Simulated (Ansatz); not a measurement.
## Electronic structure of LiF in real space

Input file:

```
crystal:
  lattice:
    - [4.9908539397, 0.0, 0.0]
    - [-2.4954269699, 4.3222062984, 0.0]
    - [0.0, 0.0, 9.2535057909]
  atoms:
    - { symbol: Li, position: [0.8018327244, 0.4009163622, 0.0833333333] }
    - { symbol: Li, position: [0.5990836378, 0.4009163622, 0.4166666667] }
    - { symbol: Li, position: [0.4009163622, 0.8018327244, 0.25] }
    - { symbol: Li, position: [0.5990836378, 0.1981672756, 0.75] }
    - { symbol: Li, position: [0.1981672756, 0.5990836378, 0.5833333333] }
    - { symbol: Li, position: [0.4009163622, 0.5990836378, 0.9166666667] }
    - { symbol: F, position: [0.6107248099, 0.2214496198, 0.25] }
    - { symbol: F, position: [0.2214496198, 0.6107248099, 0.0833333333] }
    - { symbol: F, position: [0.3892751901, 0.6107248099, 0.4166666667] }
    - { symbol: F, position: [0.7785503802, 0.3892751901, 0.5833333333] }
    - { symbol: F, position: [0.6107248099, 0.3892751901, 0.9166666667] }
    - { symbol: F, position: [0.3892751901, 0.7785503802, 0.75] }
basis:
  ecutwfc: 420
kpoints:
  mp_grid: { grid: [6, 6, 4] }
hamiltonian:
  xc: pbe
scf:
  occupations: { method: gaussian, width: 0.02 }
output:
  forces: true
  stress: true
  eigenvalues: true
  write_density: true
  write_potential: true
  elf: true
  volumetric_format: npy
relax:
  adjacent_minimum: "off"
  f_tol: 0.01
  max_steps: 80
  cell: { stress_tol: 0.05 }
```

Run with:

```sh
ansatz run input.yaml --threads 1 --pin off --max-ram 2560MiB --backend cpu --events-out ev --progress --plain --runs-dir out
```

Below, planes, directions and counts refer to the conventional cell (a = 4.96 Å, b = 4.96 Å, c = 9.33 Å, α = 90.00°, β = 90.00°, γ = 120.00°).

The fields are those of the relaxed geometry.

Space group P6₁22; a structure generated by program, which may or may not match a known phase.

Method: DFT PBE, scalar-relativistic, plane waves, PAW (Ansatz).

The density is the valence pseudo-density of a PAW calculation; it isn't the true density close to the nuclei.

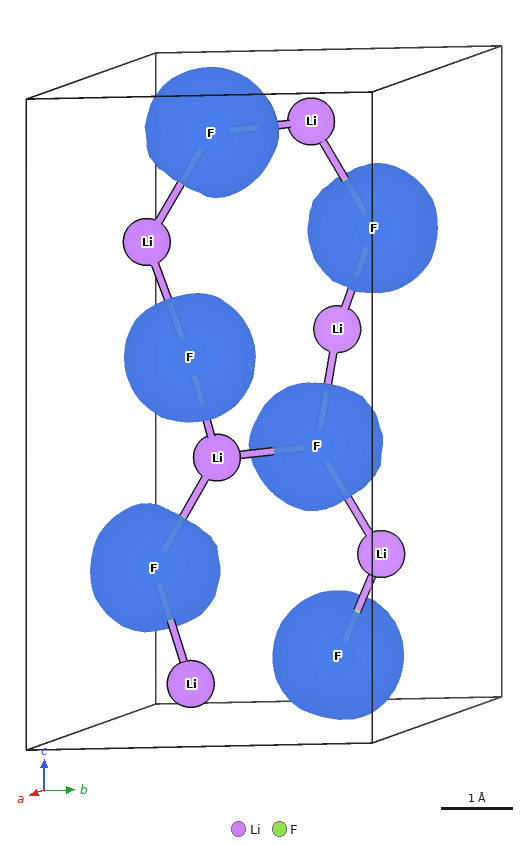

Figure 1. Isosurface of the electron localisation function at 0.65 (blue), seen slightly off an axis. Only the valence region is drawn (cores and ρ < 0.01 e/Å³ removed). Sticks mark near contacts.

### What do the ELF domains correspond to?

The surface consists of six regions wrapped around F (the valence shell of each), counted in one cell of 12 atoms. Any copies at cell faces, edges or corners count once. Along the contacts the grid gives the following. Li–F (1.80 Å): the ELF peaks at about 0.80 in the valence shell of F, 0.7 Å from its nucleus, and falls to about 0 next to Li: a largely ionic contact.

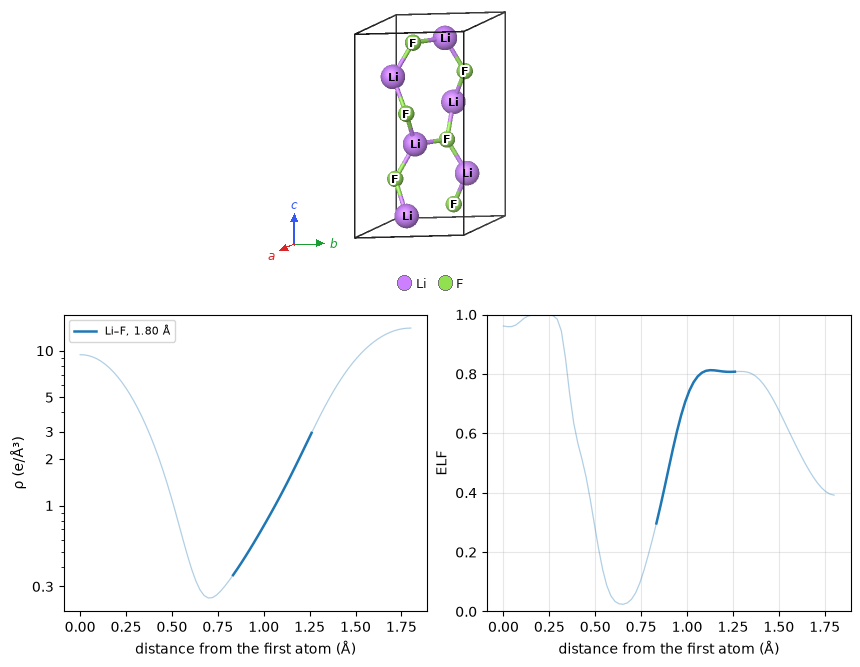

Figure 2. Valence pseudo-density and electron localisation function along straight lines between neighbouring atoms. Thin, pale parts lie inside the atomic spheres. The structure is drawn too.

### What kind of bonding do the profiles show?

Li–F (1.80 Å): ρ at the midpoint is about 0.47 e/Å³; the ELF peaks at about 0.80 in the valence shell of F, 0.7 Å from its nucleus, and falls to about 0 next to Li: an ionic contact with no shared pair.

### Does the calculation give a band gap?

It is gapped, with a Kohn–Sham gap of 6.0 eV on the k-point mesh (the band edges may lie off the mesh, which would make the gap smaller).
